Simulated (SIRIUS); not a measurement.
```
Co Ti
1.0
     3.57100    0.00000    0.00000
     0.00000    3.57100    0.00000
     0.00000    0.00000    3.57100
Co Ti
3 1
Direct
  0.50000 0.50000 0.00000
  0.50000 0.00000 0.50000
  0.00000 0.50000 0.50000
  0.00000 0.00000 0.00000
```

Space group Pm-3m; spin-polarised.

Computed with SIRIUS, Kohn-Sham DFT of a periodic cell, PBEsol, all-electron FP-LAPW.

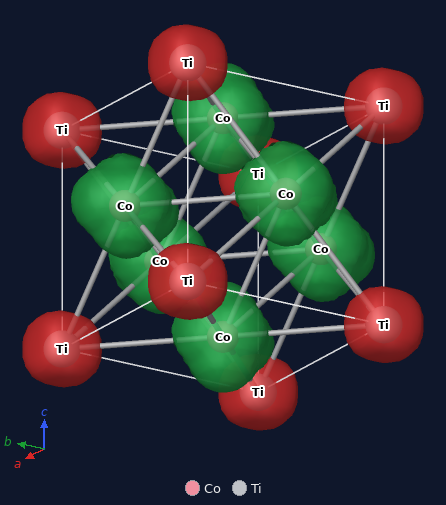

TiCo3. Isosurfaces of the magnetisation density (up minus down) at +0.03 (green) and −0.03 e/Å³ (red), seen at an oblique angle. Sticks mark near contacts.

Which atoms carry the moments, and with what signs?

Answer. The spin density sits on Co: +0.3 μB (×3) in one cell of 4 atoms, with smaller moments on other sites: Ti (up to −0.11 μB): parallel moments on the main sites in this solution. The cell of the calculation (4 atoms) carries 0.8 μB of net spin moment.
